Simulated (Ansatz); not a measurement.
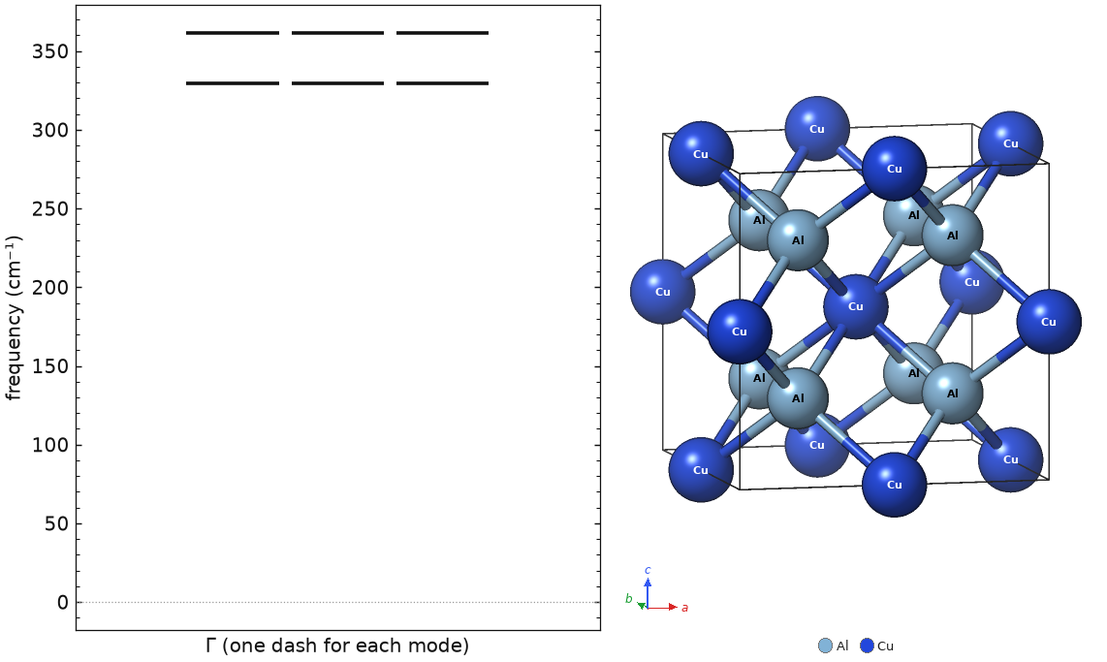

The figure shows the zone-centre optical phonon frequencies (the three acoustic modes are left out) for Al₂Cu, space group Fm-3m (No. 225). The conventional cell is drawn beside the plot.

Starting cell:
```
CELL_PARAMETERS angstrom
-1.93918 1.93918 2.74242
1.93918 -1.93918 2.74242
1.93918 1.93918 -2.74242
ATOMIC_POSITIONS crystal
Al 0.75000 0.25000 0.50000
Al 0.25000 0.75000 0.50000
Cu 0.50000 0.50000 0.00000
```

Computed with Ansatz 0.2.0: harmonic phonon frequencies at the zone centre with atoms at rest in the given cell, without the long-range term of polar modes, the three translations left out, imaginary frequencies are negative; plane waves with PAW datasets, Γ-centred k mesh. Level: PBEsol, no spin polarisation.

| setting | value |
| --- | --- |
| wave cutoff | 420 eV |
| k mesh | 16×16×16 |
| occupations | Fermi–Dirac |
| smearing width | 0.15 eV |
| pressure | 18 GPa |
| phonon method | linear response |

This calculation gives: highest mode 361.4 cm⁻¹ and lowest optical mode 329.6 cm⁻¹.

Now the cell is expanded by 7.4 % in volume, to 14.76 Å³/atom, with shape and atoms relaxed (pressure 7 GPa against 18). The second calculation uses k mesh 14×14×14. What happens?

The highest mode falls from 361.4 to 319.8 cm⁻¹ (−12 %) and the lowest optical mode falls from 329.6 to 293.8 cm⁻¹ (−11 %). The shift of the highest mode amounts to a Grüneisen parameter of 1.72.

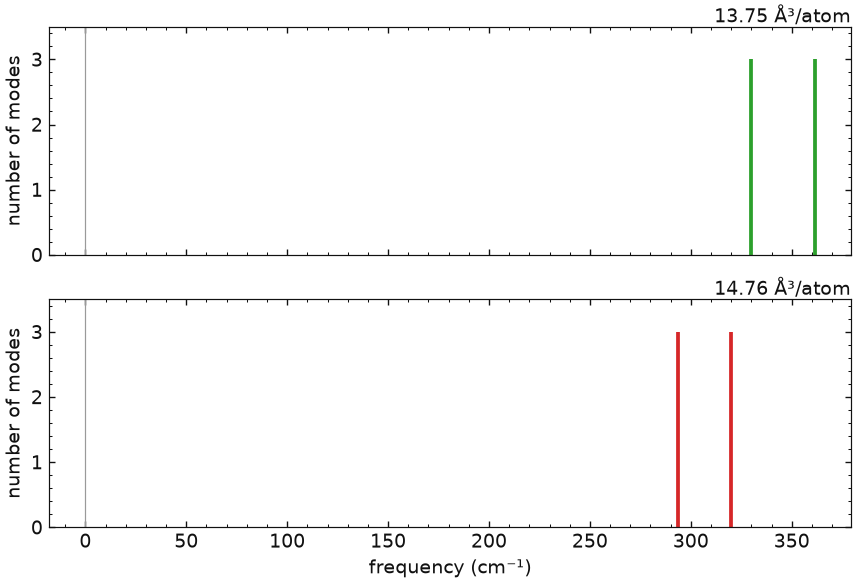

The two results together.

For both, limits of the calculation: metal sensitive to the k mesh.
